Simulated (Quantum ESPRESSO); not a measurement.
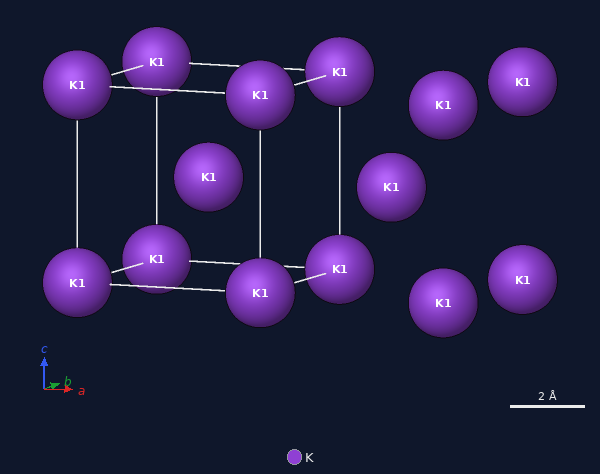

Figure 1. The input geometry (spheres-only view of the cell 2 times as large as that of the calculation, set on its symmetry axes, repeated 2 × 1 × 1, seen slightly off an axis; atoms are numbered from 1 in the order of the input). An atom can appear more than once, as a periodic image.

## Run report: K, band-structure run (part 1 of 2)

- system: K (Im-3m, 1 atom in the cell)
- method: Kohn-Sham DFT of a periodic cell, AM05, SG15 PBE 1.2, no spin polarisation (Quantum ESPRESSO 7.5)

The structure derives from a Materials Project entry.

Input
```
&CONTROL
  calculation = 'scf'
  prefix = 'pwscf'
  outdir = './tmp'
  pseudo_dir = './pseudo'
  tprnfor = .true.
  tstress = .true.
  disk_io = 'low'
/
&SYSTEM
  ibrav = 0
  nat = 1
  ntyp = 1
  ecutwfc = 70
  nbnd = 10
  input_dft = 'XC-000I-000I-120L-135L-000I-000I'
  occupations = 'smearing'
  smearing = 'fd'
  degauss = 0.00367493
/
&ELECTRONS
  conv_thr = 2d-10
  electron_maxstep = 120
  mixing_beta = 0.5
/
ATOMIC_SPECIES
K     39.0983 K_ONCV_PBE-1.2.upf
CELL_PARAMETERS angstrom
  -2.6975585167    2.6975585167    2.6975585167
   2.6975585167   -2.6975585167    2.6975585167
   2.6975585167    2.6975585167   -2.6975585167
ATOMIC_POSITIONS angstrom
K      0.0000000000    0.0000000000    0.0000000000
K_POINTS automatic
7 7 7 0 0 0
```

File pp_density.in
```
&INPUTPP
  prefix = 'pwscf'
  outdir = './tmp'
  filplot = 'density.dat'
  plot_num = 0
/
&PLOT
  nfile = 1
  filepp(1) = 'density.dat'
  iflag = 3
  output_format = 6
  fileout = 'density.cube'
/
```

File pp_potential.in
```
&INPUTPP
  prefix = 'pwscf'
  outdir = './tmp'
  filplot = 'potential.dat'
  plot_num = 11
/
&PLOT
  nfile = 1
  filepp(1) = 'potential.dat'
  iflag = 3
  output_format = 6
  fileout = 'potential.cube'
/
```

File pp_elf.in
```
&INPUTPP
  prefix = 'pwscf'
  outdir = './tmp'
  filplot = 'elf.dat'
  plot_num = 8
/
&PLOT
  nfile = 1
  filepp(1) = 'elf.dat'
  iflag = 3
  output_format = 6
  fileout = 'elf.cube'
/
```

File bands.in
```
&CONTROL
  calculation = 'bands'
  prefix = 'pwscf'
  outdir = './tmp'
  pseudo_dir = './pseudo'
  disk_io = 'low'
  verbosity = 'high'
/
&SYSTEM
  ibrav = 0
  nat = 1
  ntyp = 1
  ecutwfc = 70
  nbnd = 10
  input_dft = 'XC-000I-000I-120L-135L-000I-000I'
  occupations = 'smearing'
  smearing = 'fd'
  degauss = 0.00367493
/
&ELECTRONS
  conv_thr = 1d-08
  electron_maxstep = 120
  mixing_beta = 0.5
  diago_full_acc = .true.
  startingwfc = 'random'
/
ATOMIC_SPECIES
K     39.0983 K_ONCV_PBE-1.2.upf
CELL_PARAMETERS angstrom
  -2.6975585167    2.6975585167    2.6975585167
   2.6975585167   -2.6975585167    2.6975585167
   2.6975585167    2.6975585167   -2.6975585167
ATOMIC_POSITIONS angstrom
K      0.0000000000    0.0000000000    0.0000000000
K_POINTS crystal
60
 0.0000000000  0.0000000000  0.0000000000 1
 0.0416666667 -0.0416666667  0.0416666667 1
 0.0833333333 -0.0833333333  0.0833333333 1
 0.1250000000 -0.1250000000  0.1250000000 1
 0.1666666667 -0.1666666667  0.1666666667 1
 0.2083333333 -0.2083333333  0.2083333333 1
 0.2500000000 -0.2500000000  0.2500000000 1
 0.2916666667 -0.2916666667  0.2916666667 1
 0.3333333333 -0.3333333333  0.3333333333 1
 0.3750000000 -0.3750000000  0.3750000000 1
 0.4166666667 -0.4166666667  0.4166666667 1
 0.4583333333 -0.4583333333  0.4583333333 1
 0.5000000000 -0.5000000000  0.5000000000 1
 0.4375000000 -0.4375000000  0.5000000000 1
 0.3750000000 -0.3750000000  0.5000000000 1
 0.3125000000 -0.3125000000  0.5000000000 1
 0.2500000000 -0.2500000000  0.5000000000 1
 0.1875000000 -0.1875000000  0.5000000000 1
 0.1250000000 -0.1250000000  0.5000000000 1
 0.0625000000 -0.0625000000  0.5000000000 1
 0.0000000000  0.0000000000  0.5000000000 1
 0.0000000000  0.0000000000  0.4444444444 1
 0.0000000000  0.0000000000  0.3888888889 1
 0.0000000000  0.0000000000  0.3333333333 1
 0.0000000000  0.0000000000  0.2777777778 1
 0.0000000000  0.0000000000  0.2222222222 1
 0.0000000000  0.0000000000  0.1666666667 1
 0.0000000000  0.0000000000  0.1111111111 1
 0.0000000000  0.0000000000  0.0555555556 1
 0.0000000000  0.0000000000  0.0000000000 1
 0.0227272727  0.0227272727  0.0227272727 1
 0.0454545455  0.0454545455  0.0454545455 1
 0.0681818182  0.0681818182  0.0681818182 1
 0.0909090909  0.0909090909  0.0909090909 1
 0.1136363636  0.1136363636  0.1136363636 1
 0.1363636364  0.1363636364  0.1363636364 1
 0.1590909091  0.1590909091  0.1590909091 1
 0.1818181818  0.1818181818  0.1818181818 1
 0.2045454545  0.2045454545  0.2045454545 1
 0.2272727273  0.2272727273  0.2272727273 1
 0.2500000000  0.2500000000  0.2500000000 1
 0.2708333333  0.1875000000  0.2708333333 1
 0.2916666667  0.1250000000  0.2916666667 1
 0.3125000000  0.0625000000  0.3125000000 1
 0.3333333333  0.0000000000  0.3333333333 1
 0.3541666667 -0.0625000000  0.3541666667 1
 0.3750000000 -0.1250000000  0.3750000000 1
 0.3958333333 -0.1875000000  0.3958333333 1
 0.4166666667 -0.2500000000  0.4166666667 1
 0.4375000000 -0.3125000000  0.4375000000 1
 0.4583333333 -0.3750000000  0.4583333333 1
 0.4791666667 -0.4375000000  0.4791666667 1
 0.5000000000 -0.5000000000  0.5000000000 1
 0.2500000000  0.2500000000  0.2500000000 1
 0.2083333333  0.2083333333  0.2916666667 1
 0.1666666667  0.1666666667  0.3333333333 1
 0.1250000000  0.1250000000  0.3750000000 1
 0.0833333333  0.0833333333  0.4166666667 1
 0.0416666667  0.0416666667  0.4583333333 1
 0.0000000000  0.0000000000  0.5000000000 1
```

Run as:
```bash
OMP_NUM_THREADS=1 pw.x -in pw.in > pw.out
OMP_NUM_THREADS=1 pp.x -in pp_density.in > pp_density.out
OMP_NUM_THREADS=1 pp.x -in pp_potential.in > pp_potential.out
OMP_NUM_THREADS=1 pp.x -in pp_elf.in > pp_elf.out
OMP_NUM_THREADS=1 pw.x -in bands.in > bands.out
```

Log
```
This program is part of the open-source Quantum ESPRESSO suite
     for quantum simulation of materials; please cite
         "P. Giannozzi et al., J. Phys.:Condens. Matter 21 395502 (2009);
         "P. Giannozzi et al., J. Phys.:Condens. Matter 29 465901 (2017);
         "P. Giannozzi et al., J. Chem. Phys. 152 154105 (2020);
          URL
     in publications or presentations arising from this work. More details at

     IMPORTANT: XC functional enforced from input :
     Exchange-correlation= XC-000I-000I-120L-135L-000I-000I
                           (   0   0 120 135   0   0   0)
     Any further DFT definition will be discarded
     Please, verify this is what you really want

     Message from routine setup:
     using ibrav=0 with symmetry is DISCOURAGED, use correct ibrav instead

     G-vector sticks info
     --------------------
     sticks:   dense  smooth     PW     G-vecs:    dense   smooth      PW
     Sum        1637    1637    471                41907    41907    6459

     Using Slab Decomposition

     bravais-lattice index     =            0
     lattice parameter (alat)  =       8.8294  a.u.
     unit-cell volume          =     529.8699 (a.u.)^3
     number of atoms/cell      =            1
     number of atomic types    =            1
     number of electrons       =         9.00
     number of Kohn-Sham states=           10
     kinetic-energy cutoff     =      70.0000  Ry
     charge density cutoff     =     280.0000  Ry
     scf convergence threshold =      2.0E-10
     mixing beta               =       0.5000
     number of iterations used =            8  plain     mixing
     Exchange-correlation= XC-000I-000I-120L-135L-000I-000I
                           (   0   0 120 135   0   0   0)

     celldm(1)=   8.829383  celldm(2)=   0.000000  celldm(3)=   0.000000
     celldm(4)=   0.000000  celldm(5)=   0.000000  celldm(6)=   0.000000

     crystal axes: (cart. coord. in units of alat)
               a(1) = (  -0.577350   0.577350   0.577350 )
               a(2) = (   0.577350  -0.577350   0.577350 )
               a(3) = (   0.577350   0.577350  -0.577350 )

     reciprocal axes: (cart. coord. in units 2 pi/alat)
               b(1) = ( -0.000000  0.866025  0.866025 )
               b(2) = (  0.866025 -0.000000  0.866025 )
               b(3) = (  0.866025  0.866025  0.000000 )

     PseudoPot. # 1 for K  read from file:
     K_ONCV_PBE-1.2.upf
     Pseudo is Norm-conserving, Zval =  9.0
     Generated using ONCVPSP code by D. R. Hamann
     Using radial grid of  602 points,  6 beta functions with:
                l(1) =   0
                l(2) =   0
                l(3) =   1
                l(4) =   1
                l(5) =   2
                l(6) =   2

     atomic species   valence    mass     pseudopotential
     K                 9.00    39.09830     K ( 1.00)

     48 Sym. Ops., with inversion, found

   Cartesian axes

     site n.     atom                  positions (alat units)
         1        K      tau(   1) = (   0.0000000   0.0000000   0.0000000  )

     number of k points=    20  Fermi-Dirac smearing, width (Ry)=  0.0037
                       cart. coord. in units 2pi/alat
        k(    1) = (   0.0000000   0.0000000   0.0000000), wk =   0.0058309
        k(    2) = (   0.1237179   0.1237179   0.0000000), wk =   0.0699708
        k(    3) = (   0.2474358   0.2474358   0.0000000), wk =   0.0699708
        k(    4) = (   0.3711537   0.3711537   0.0000000), wk =   0.0699708
        k(    5) = (   0.2474358   0.1237179   0.1237179), wk =   0.1399417
        k(    6) = (   0.3711537   0.2474358   0.1237179), wk =   0.2798834
        k(    7) = (   0.4948717   0.3711537   0.1237179), wk =   0.1399417
        k(    8) = (   0.4948717   0.2474358   0.2474358), wk =   0.1399417
        k(    9) = (   0.2474358   0.2474358   0.2474358), wk =   0.0466472
        k(   10) = (   0.3711537   0.3711537   0.2474358), wk =   0.1399417
        k(   11) = (  -0.0000000  -0.0000000   0.2474358), wk =   0.0349854
        k(   12) = (   0.4948717   0.3711537   0.3711537), wk =   0.0466472
        k(   13) = (  -0.0000000  -0.1237179   0.3711537), wk =   0.1399417
        k(   14) = (  -0.0000000  -0.2474358   0.4948717), wk =   0.1399417
        k(   15) = (   0.1237179  -0.1237179   0.4948717), wk =   0.1399417
        k(   16) = (  -0.7423075  -0.2474358  -0.2474358), wk =   0.1399417
        k(   17) = (  -0.0000000  -0.0000000   0.4948717), wk =   0.0349854
        k(   18) = (  -0.0000000  -0.1237179   0.6185896), wk =   0.1399417
        k(   19) = (  -0.7423075  -0.1237179  -0.1237179), wk =   0.0466472
        k(   20) = (  -0.0000000  -0.0000000   0.7423075), wk =   0.0349854

     Dense  grid:    41907 G-vectors     FFT dimensions: (  48,  48,  48)

     WARNING: libxc functional with ID  120 depends
      on external parameters: check the user_guide of
      QE if you need to modify them or to check their
      default values.

     WARNING: libxc functional with ID  135 depends
      on external parameters: check the user_guide of
      QE if you need to modify them or to check their
      default values.

     Initial potential from superposition of free atoms

     starting charge       8.7352, renormalised to       9.0000
     Starting wfcs are random

     Self-consistent Calculation

     iteration #  1     ecut=    70.00 Ry     beta= 0.50
     Davidson diagonalization with overlap
     ethr =  1.00E-02,  avg # of iterations =  8.2

     Threshold (ethr) on eigenvalues was too large:
     Diagonalizing with lowered threshold

     Davidson diagonalization with overlap
     ethr =  8.10E-04,  avg # of iterations =  1.6

     total energy              =     -56.66301517 Ry
     estimated scf accuracy    <       0.06832034 Ry

     iteration #  2     ecut=    70.00 Ry     beta= 0.50
     Davidson diagonalization with overlap
     ethr =  7.59E-04,  avg # of iterations =  2.1

     total energy              =     -56.67401183 Ry
     estimated scf accuracy    <       0.00279235 Ry

     iteration #  3     ecut=    70.00 Ry     beta= 0.50
     Davidson diagonalization with overlap
     ethr =  3.10E-05,  avg # of iterations =  6.8

     total energy              =     -56.67428453 Ry
     estimated scf accuracy    <       0.00035917 Ry

     iteration #  4     ecut=    70.00 Ry     beta= 0.50
     Davidson diagonalization with overlap
     ethr =  3.99E-06,  avg # of iterations =  4.5

     total energy              =     -56.67431818 Ry
     estimated scf accuracy    <       0.00000129 Ry

     iteration #  5     ecut=    70.00 Ry     beta= 0.50
     Davidson diagonalization with overlap
     ethr =  1.43E-08,  avg # of iterations =  3.0

     total energy              =     -56.67431901 Ry
     estimated scf accuracy    <       0.00000018 Ry

     iteration #  6     ecut=    70.00 Ry     beta= 0.50
     Davidson diagonalization with overlap
     ethr =  1.97E-09,  avg # of iterations =  2.1

     total energy              =     -56.67431908 Ry
     estimated scf accuracy    <       0.00000001 Ry
```
